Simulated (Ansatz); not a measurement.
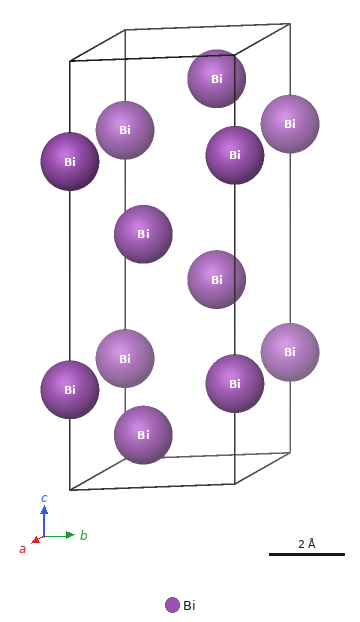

The starting structure (spheres-only view of the cell 3 times as large as that of the calculation, set on its symmetry axes, seen slightly off an axis). An atom can appear more than once, as a periodic image.

# Geometry relaxation, with input and output: Bi

- system: Bi (2 atoms in the cell)
- method: DFT PBE+D3(BJ), scalar-relativistic, plane waves, PAW, no spin polarisation (Ansatz 0.2.0)

The structure derives from an entry of the Crystallography Open Database. It belongs to a series of runs on one base structure; here: the database's cell, atoms relaxed.

The program's output
```
Warning: output.stress: scf.convergence.dr2_threshold = 1e-7 eV (the SCF's general default) is looser than the 2e-10 eV advised for a printed stress (1e-10 eV for each atom of the cell: 2). What an SCF threshold leaves in a stress goes as its square root, and in the free energy as the threshold itself, and one threshold admits the most on a small cell: of the crystals measured, under no hybrid functional and no lock of the moments, on runs that ended without the residual-converged pass, on stresses that held no estimate of that error, the worst erred by over 100 MPa in a component at 1e-7 eV an atom and by under 5 at 1e-10. Every solve of this run answers to scf.convergence.dr2_threshold, and the tensor of one is reported: a single SCF on the reported geometry and on this run's grids (its basis.xc_grid and basis.ecutrho_ratio typed), with scf.convergence.dr2_threshold at 2e-10 eV or tighter, prints it and tightens no other solve. Else set scf.convergence.dr2_threshold to 2e-10 eV or tighter. The threshold is an SCF's pass mark: one that does not reach it within its budget of iterations ends unconverged, or closes short of it on a stop that the run arms, and scf.convergence.dr2_threshold's page says what that costs each kind of run
Engine: ansatz 0.2.0, aarch64-unknown-linux-gnu
Pseudopotentials: kind: paw
Pseudopotential: Bi, paw, valence charge 15, recommended cutoff 420 eV (normal), Bi.paw.azcp
Functional definition: PBE
  parameter kappa = 0.804
  parameter beta = 0.06672455060314922
  exchange = pbe_x(kappa = kappa, mu = beta*pi^2/3)
  correlation = pbe_c(beta = beta)
Crystal: 2 atoms, lattice volume = 70.139 Å³
Basis set: ecut = 420 eV, 1369 PW (Γ), exchange–correlation on 64×64×64 points (8 copies of the dense FFT grid, shifted against one another)
Bands: 19, of which v1, the nominal top of the filled ones, is band 15 counted from 1 (14 counted from 0)
Symmetry: 12 space group operations
Space group: R-3m (ITA 166), of the structure as read, at distance tolerance 4.1e-5 Å
k-points: 189 of 1728
Non-local potential: Bi, projectors of the file, l = 0: 2, l = 1: 2, l = 2: 2, l = 3: 2
PAW form: soft (Blöchl's): semilocal exchange-correlation on the pseudo side does not see the compensation charge
PAW one-centre angular grid: Bi, 590 points (default); XC on 64 Gauss nodes
Initial density: superposition of atomic densities (neutral atoms: chi_scale 0, normalization atom), corrected by the library's trained network
Initial wavefunctions: pseudopotential atomic-orbital guess
Functional: x = pbe(κ = 0.804, μ = 0.2195149727645171), c = pbe(β = 0.06672455060314922)
SCF iter   1: F=—  HF=-24793.991158 eV  |F-HF|=—  |Δ(HF+E_count)|=         —  Δρ=1.37e-3  dr2=1.36e-3  ethr=1.77e-3  ⟨swp⟩=6.0  Hψ=17523  notcnv=0
preconditioner: auto → Kerker (q_TF=auto, 2.368 Å⁻¹)  [metal: Δε(μ)=0.033 eV  Ē_g=20.354 eV  σ=0.100 eV  W_gap=0.18  n_scr=14 (ndim 8)  ℏωp=24.3 eV  f_vac=0.003  D(μ)=0.22/eV (n_scr^D=0)]
SCF iter   2: F=—  HF=-24793.990327 eV  |F-HF|=—  |Δ(HF+E_count)|=   8.31e-4  Δρ=8.22e-4  dr2=4.29e-4  ethr=4.54e-6  ⟨swp⟩=2.3  Hψ=8017  notcnv=0
SCF iter   3: F=—  HF=-24793.990419 eV  |F-HF|=—  |Δ(HF+E_count)|=   9.20e-5  Δρ=2.61e-4  dr2=3.54e-5  ethr=1.43e-6  ⟨swp⟩=2.0  Hψ=6428  notcnv=0
SCF iter   4: F=—  HF=-24793.990421 eV  |F-HF|=—  |Δ(HF+E_count)|=   1.21e-6  Δρ=1.13e-4  dr2=9.34e-6  ethr=1.18e-7  ⟨swp⟩=3.0  Hψ=6749  notcnv=0
iter 5 did not close the SCF: its close was put off for the readings that it lacked (scf_convergence_deferred on its scf_iter line)
SCF iter   5: F=-24793.990423 eV  HF=-24793.990423 eV  |F-HF|=7.42e-9  |Δ(HF+E_count)|=   2.13e-6  Δρ=3.16e-5  dr2=1.28e-6  ethr=3.11e-8  ⟨swp⟩=2.7  Hψ=6434  notcnv=0
SCF iter   6: F=-24793.990423 eV  HF=-24793.990423 eV  |F-HF|=3.29e-8  |Δ(HF+E_count)|=   2.23e-7  Δρ=8.27e-6  dr2=8.62e-8  ethr=4.26e-9  ⟨swp⟩=3.1  Hψ=13232  notcnv=0
SCF 1 converged in 6 iterations: F = -24793.990423 eV  dr2 = 8.62e-8
  greatest PAW one-centre occupation: 0.987 electrons in one spin orbital (limit 2), on the Bi atom at site 1 (counted from 0), in its partial waves of l = 2
relax step   1: F+E_penalty+E_count = -24793.99042295 eV  Δ(F+E_penalty+E_count) = +0.000e0 eV  max|allowed force component| = 2.217e-1 eV/Å  Δτ_max = 0.0000 Å  (6 SCF iters, dr2 threshold 2.50e-6 eV, accepted)
Initial density: handed on by an earlier stage of this run
Initial wavefunctions: those handed on with the density
iter 1 solved again at ethr=3.27e-6 eV; its pass at ethr=3.10e-3 eV (dr2=9.80e-4 eV) is discarded
SCF iter   1: F=—  HF=-24793.995303 eV  |F-HF|=—  |Δ(HF+E_count)|=         —  Δρ=1.32e-3  dr2=1.00e-3  ethr=3.27e-6  ⟨swp⟩=2.7  Hψ=16285  notcnv=0
preconditioner: auto → Kerker (q_TF=auto, 2.368 Å⁻¹)  [metal: Δε(μ)=0.095 eV  Ē_g=20.317 eV  σ=0.100 eV  W_gap=0.49  n_scr=14 (ndim 8)  ℏωp=24.3 eV  f_vac=0.002  D(μ)=0.26/eV (n_scr^D=0)]
SCF iter   2: F=—  HF=-24793.995204 eV  |F-HF|=—  |Δ(HF+E_count)|=   9.96e-5  Δρ=8.11e-4  dr2=4.03e-4  ethr=3.27e-6  ⟨swp⟩=1.0  Hψ=3591  notcnv=0
SCF iter   3: F=—  HF=-24793.995169 eV  |F-HF|=—  |Δ(HF+E_count)|=   3.49e-5  Δρ=1.20e-4  dr2=1.55e-5  ethr=1.34e-6  ⟨swp⟩=3.0  Hψ=6443  notcnv=0
SCF iter   4: F=-24793.995171 eV  HF=-24793.995170 eV  |F-HF|=7.43e-7  |Δ(HF+E_count)|=   1.56e-6  Δρ=3.70e-5  dr2=1.72e-6  ethr=1.02e-8  ⟨swp⟩=7.1  Hψ=18515  notcnv=0
SCF 2 converged in 4 iterations: F = -24793.995171 eV  dr2 = 1.72e-6
relax step   2: F+E_penalty+E_count = -24793.99517105 eV  Δ(F+E_penalty+E_count) = -4.748e-3 eV  max|allowed force component| = 8.498e-2 eV/Å  Δτ_max = 0.0379 Å  (4 SCF iters, dr2 threshold 3.07e-6 eV, accepted)
SCF iter   1: F=—  HF=-24793.996143 eV  |F-HF|=—  |Δ(HF+E_count)|=         —  Δρ=3.72e-4  dr2=6.70e-5  ethr=2.47e-6  ⟨swp⟩=3.2  Hψ=11512  notcnv=0
preconditioner: auto → Kerker (q_TF=auto, 2.368 Å⁻¹)  [metal: Δε(μ)=0.100 eV  Ē_g=20.339 eV  σ=0.100 eV  W_gap=0.48  n_scr=14 (ndim 8)  ℏωp=24.3 eV  f_vac=0.002  D(μ)=0.25/eV (n_scr^D=0)]
SCF iter   2: F=—  HF=-24793.996147 eV  |F-HF|=—  |Δ(HF+E_count)|=   4.39e-6  Δρ=2.27e-4  dr2=2.56e-5  ethr=2.23e-7  ⟨swp⟩=1.1  Hψ=5122  notcnv=0
SCF iter   3: F=—  HF=-24793.996147 eV  |F-HF|=—  |Δ(HF+E_count)|=   3.93e-7  Δρ=2.78e-5  dr2=6.59e-7  ethr=8.52e-8  ⟨swp⟩=3.0  Hψ=6425  notcnv=0
SCF iter   4: F=-24793.996147 eV  HF=-24793.996147 eV  |F-HF|=8.67e-9  |Δ(HF+E_count)|=   7.91e-8  Δρ=6.82e-6  dr2=4.75e-8  ethr=1.50e-9  ⟨swp⟩=7.0  Hψ=17173  notcnv=0
SCF 3 converged in 4 iterations: F = -24793.996147 eV  dr2 = 4.75e-8
relax step   3: F+E_penalty+E_count = -24793.99614740 eV  Δ(F+E_penalty+E_count) = -9.764e-4 eV  max|allowed force component| = 8.494e-3 eV/Å  Δτ_max = 0.0103 Å  (4 SCF iters, dr2 threshold 4.51e-7 eV, accepted)
iter 1 solved again at ethr=1.58e-10 eV; its pass at ethr=3.10e-3 eV (dr2=4.75e-8 eV) is discarded
SCF iter   1: F=—  HF=-24793.996146 eV  |F-HF|=—  |Δ(HF+E_count)|=         —  Δρ=6.83e-6  dr2=4.75e-8  ethr=1.58e-10  ⟨swp⟩=1.2  Hψ=11762  notcnv=0
preconditioner: auto → Kerker (q_TF=auto, 2.368 Å⁻¹)  [metal: Δε(μ)=0.099 eV  Ē_g=20.337 eV  σ=0.100 eV  W_gap=0.48  n_scr=14 (ndim 8)  ℏωp=24.3 eV  f_vac=0.002  D(μ)=0.25/eV (n_scr^D=0)]
SCF iter   2: F=-24793.996147 eV  HF=-24793.996147 eV  |F-HF|=4.78e-9  |Δ(HF+E_count)|=   1.73e-6  Δρ=4.84e-6  dr2=2.77e-8  ethr=1.58e-10  ⟨swp⟩=4.0  Hψ=8941  notcnv=0
SCF 4 converged in 2 iterations: F = -24793.996147 eV  dr2 = 2.77e-8
relax step   4: F+E_penalty+E_count = -24793.99614740 eV  Δ(F+E_penalty+E_count) = -1.775e-9 eV  max|allowed force component| = 8.493e-3 eV/Å  Δτ_max = 0.0000 Å  (2 SCF iters, accepted)
```

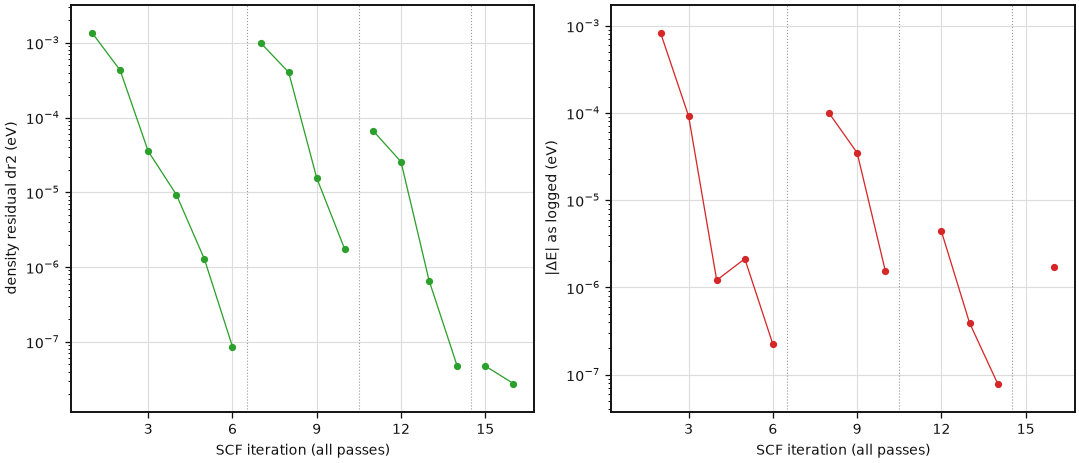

Convergence of the self-consistent field: density residual dr2 and size of the energy change against the SCF iteration. The dotted lines part the SCF passes of the relaxation: geometry steps, rejected trials and re-solves on a re-selected basis. The passes take 6, 4, 4 and 2 iterations.

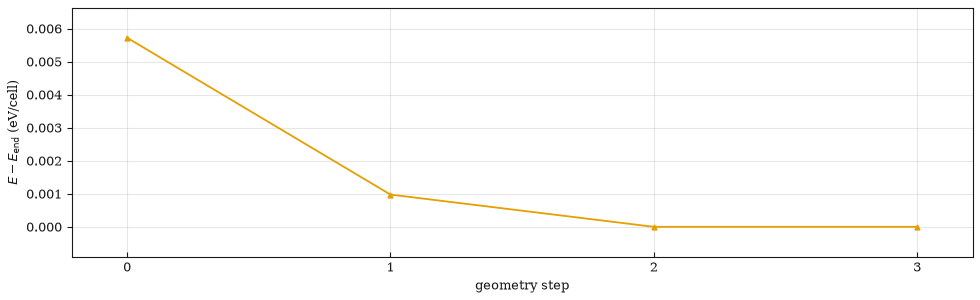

Progress of the relaxation, step by step (the first geometry is step 0 here and step 1 in the log).

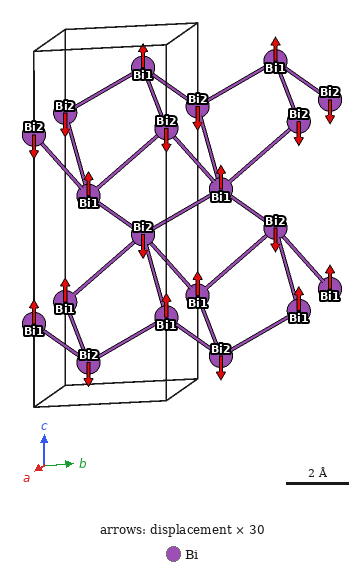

The starting structure with the displacements as red arrows, magnified 30 times (ball-and-stick view of the cell 3 times as large as that of the calculation, set on its symmetry axes, repeated 1 × 2 × 1, seen slightly off an axis). The largest moves, 0.028 Å, are those of Bi1 and Bi2. The lattice vectors keep their values. Among the contacts that change: Bi1–Bi2 3.516 → 3.480 Å. The space group stays R-3m (No. 166). Over 3 geometry steps the energy falls by 5.7 meV per cell of the calculation. Largest force component: 0.22 eV/Å at the start, 0.0085 eV/Å at the end. (Atoms are counted from 1 in the order of the input.)

```
SCF converged after 2 iterations
Free energy (F): -24793.996147 eV
Harris-Foulkes:  -24793.996147 eV  (|F-HF|=4.78e-9)
Internal energy: -24793.994909 eV  (E = F + TS)
E sigma→0 (E₀):  -24793.995528 eV
Entropy (-TS):   -0.001239 eV (-0.619 meV/atom)
Fermi energy:    9.759383 eV
--- Per-component energies (eV) ---
  E_band       = -216.380370
  E_kinetic    = 604.921514
  E_local      = -3101.144046  (includes V_loc(G=0)·N_el)
  E_nonlocal   = 1118.951680
  E_hartree    = 1010.650309
  E_xc         = -302.335677
  E_vxc        = -288.239565  (∫ρ·V_xc dr)
  E_paw        = -21326.425379  (= ΣΔE_a)
  E_vpaw       = -572.163732  (= ΣTr[D̂ρ^β])
  E_aug_tail   = -0.000873  (compensation charges beyond the density's cutoff)
  E_ewald      = -2797.701901
  E_disp       = -0.910535  (pairwise vdW)
  E_smearing   = -0.001239  (= −TS)
  E_closure    = 0.000000  (closes the sum)
  Σ components = -24793.996147   (vs F -24793.996147, Δ=0.00e0)
--- Forces (eV/Å), atoms counted from 1 ---
  atom   1  Bi     0.00000000    -0.00000000    -0.00849345
  atom   2  Bi    -0.00000000     0.00000000     0.00849345
  max |Σ_I F_I| component: 6.36e-18 eV/Å
--- Stress (GPa, compression-positive) ---
       -0.401225       0.000000      -0.000000
        0.000000      -0.401225       0.000000
       -0.000000      -0.000000      -0.614076
  P = ⅓ Tr σ = -0.4722 GPa (-4.722 kbar)
--- Band table (eV; the first three rows and the last of 189) ---
  k-point 0: bands = ["-13.1669", "-13.1669", "-13.0178", "-13.0178", "-13.0076", "-12.8364", "-12.8293", "-12.8293", "-12.7061", "-12.7061", "-3.2963", "2.3177", "8.2210", "8.5829", "8.5829", "12.4484", "12.7626", "12.7626", "15.2691"]
  k-point 1: bands = ["-13.1614", "-13.1604", "-13.0154", "-13.0141", "-13.0043", "-12.8394", "-12.8323", "-12.8315", "-12.7134", "-12.7120", "-3.2309", "2.1635", "8.2592", "8.5821", "8.5837", "12.3052", "12.4289", "12.5797", "15.0433"]
  k-point 2: bands = ["-13.1455", "-13.1410", "-13.0090", "-13.0032", "-12.9941", "-12.8490", "-12.8414", "-12.8375", "-12.7346", "-12.7288", "-3.0361", "1.7380", "8.3369", "8.5859", "8.6156", "11.6409", "12.0092", "12.1270", "14.8079"]
  k-point 188: bands = ["-13.0627", "-13.0627", "-12.9771", "-12.9771", "-12.9618", "-12.8790", "-12.8628", "-12.8628", "-12.8204", "-12.8204", "-1.9578", "-0.2909", "8.9819", "9.2624", "9.2624", "10.3686", "10.3686", "10.3980", "16.9173"]
--- Relaxed structure (4 steps of the walk, 4 accepted, 0 SCFs on fresh bases) ---
  F+E_penalty+E_count = -24793.99614740 eV   max|allowed force component| = 8.493e-3 eV/Å
  atoms:
    - { symbol: Bi, position: [0.2363356414185418, 0.2363356414185418, 0.2363356414185418] }
    - { symbol: Bi, position: [0.7636643585814582, 0.7636643585814582, 0.7636643585814582] }
```

Trajectory as extended XYZ (Å, eV, eV/Å), 4 frames, from step=1 to step=4
```
2
Lattice="2.2675 1.3091 3.9380 -2.2675 1.3091 3.9380 0.0000 -2.6183 3.9380" Properties=species:S:1:pos:R:3:forces:R:3 step=1 energy=-24793.99042
Bi    0.0000    0.0000    2.7645    0.0000   0.0000   0.2217
Bi    0.0000    0.0000    9.0495    0.0000   0.0000  -0.2217
2
Lattice="2.2675 1.3091 3.9380 -2.2675 1.3091 3.9380 0.0000 -2.6183 3.9380" Properties=species:S:1:pos:R:3:forces:R:3 step=2 energy=-24793.99517
Bi    0.0000    0.0000    2.8024    0.0000   0.0000  -0.0850
Bi    0.0000    0.0000    9.0116    0.0000   0.0000   0.0850
2
Lattice="2.2675 1.3091 3.9380 -2.2675 1.3091 3.9380 0.0000 -2.6183 3.9380" Properties=species:S:1:pos:R:3:forces:R:3 step=3 energy=-24793.99615
Bi    0.0000    0.0000    2.7921    0.0000   0.0000  -0.0085
Bi    0.0000    0.0000    9.0219    0.0000   0.0000   0.0085
2
Lattice="2.2675 1.3091 3.9380 -2.2675 1.3091 3.9380 0.0000 -2.6183 3.9380" Properties=species:S:1:pos:R:3:forces:R:3 step=4 energy=-24793.99615
Bi    0.0000    0.0000    2.7921    0.0000   0.0000  -0.0085
Bi    0.0000    0.0000    9.0219    0.0000   0.0000   0.0085
```

This output came from the following input.

Input file
```yaml
crystal:
  lattice:
    - [2.2675, 1.3091417354, 3.938]
    - [-2.2675, 1.3091417354, 3.938]
    - [0.0, -2.6182834708, 3.938]
  atoms:
    - { symbol: Bi, position: [0.234, 0.234, 0.234] }
    - { symbol: Bi, position: [0.766, 0.766, 0.766] }
basis:
  ecutwfc: 420
kpoints:
  mp_grid: { grid: [12, 12, 12] }
hamiltonian:
  xc: pbe
  dispersion: d3bj
scf:
  occupations: { method: gaussian, width: 0.1 }
output:
  forces: true
  stress: true
  eigenvalues: true
relax:
  adjacent_minimum: "off"
  f_tol: 0.01
  max_steps: 40
```

Launch command:
```bash
ansatz run input.yaml --threads 1 --pin off --max-ram 2560MiB --backend cpu --events-out ev --progress --plain --runs-dir out
```

Key numbers

| quantity | value |
| --- | --- |
| outcome | converged |
| space group (tolerance 0.01 Å) | R-3m (166) |
| electrons treated | 30 |
| free energy | −24793.9961 eV |
| Fermi energy | 9.759 eV |
| gap on the k-point mesh | none (metallic) |
| pressure | −0.47 GPa |
| final volume | 70.14 Å³ |
| largest force (length of the vector) at the end | 0.008 eV/Å |
| final cell | a = 4.729 Å, b = 4.729 Å, c = 4.729 Å, α = 57.30°, β = 57.30°, γ = 57.30° |
| hardware | 1 thread of Arm Neoverse V2, 24 GiB of memory available, shared host |
| wall time | 38 s |
| peak memory | 0.48 GiB |

Warnings of the run: the SCF threshold is looser than advised for the printed stress. Spin–orbit coupling is left out, which matters for Bi.
